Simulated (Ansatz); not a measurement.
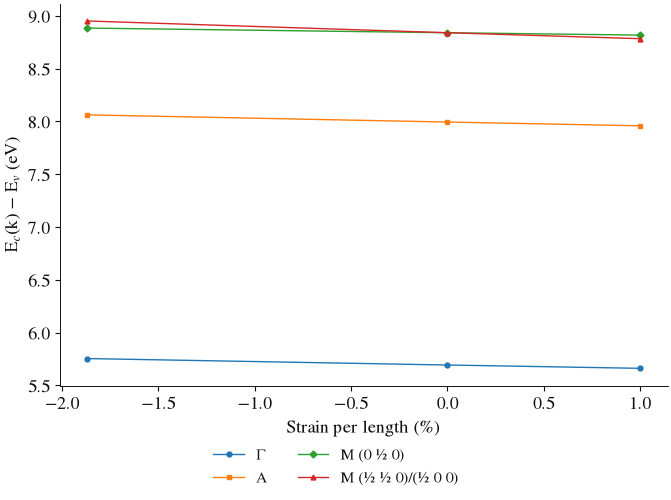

Lowest conduction level at each named k point, counted from the valence-band top at Γ.

System: NaF (wurtzite type before relaxing), space group P6_3/mmc (No. 194), 4 atoms in the cell, relaxed with r2SCAN; unstrained, a = 3.868 Å, c = 4.551 Å (hexagonal axes). The cell is strained along x with the other two lengths held, and the atoms are relaxed again with r2SCAN. Points keep the names of the unstrained cell; those that the strain makes unlike carry their reduced coordinates. Method: PBE, Ansatz PAW set, no spin polarisation, no spin-orbit coupling, 12×12×6 k mesh, 420 eV cutoff (Ansatz 0.2.0).

### How does the strain split the M points of the conduction band?

Unstrained, the M points are equivalent. At −1.87 % the lowest conduction level is 8.88 eV at M (0 ½ 0) and 8.95 eV at M (½ ½ 0)/(½ 0 0) above the valence top, a splitting of 0.07 eV, or 36 meV for each 1 % of strain on average.

### Which of these conduction levels is lowest, and does that change?

The lowest is the one at Γ, over the whole range, so among these points the gap stays direct.

The values:
| strain | Γ (eV) | A (eV) | M (0 ½ 0) (eV) | M (½ ½ 0)/(½ 0 0) (eV) |
| --- | --- | --- | --- | --- |
| −1.87 % | 5.75 | 8.06 | 8.88 | 8.95 |
| 0 % | 5.69 | 7.99 | 8.84 | 8.84 |
| +1 % | 5.66 | 7.96 | 8.82 | 8.78 |

LDA, GGA and most meta-GGA functionals understate gaps. The usual form of NaF is rocksalt.
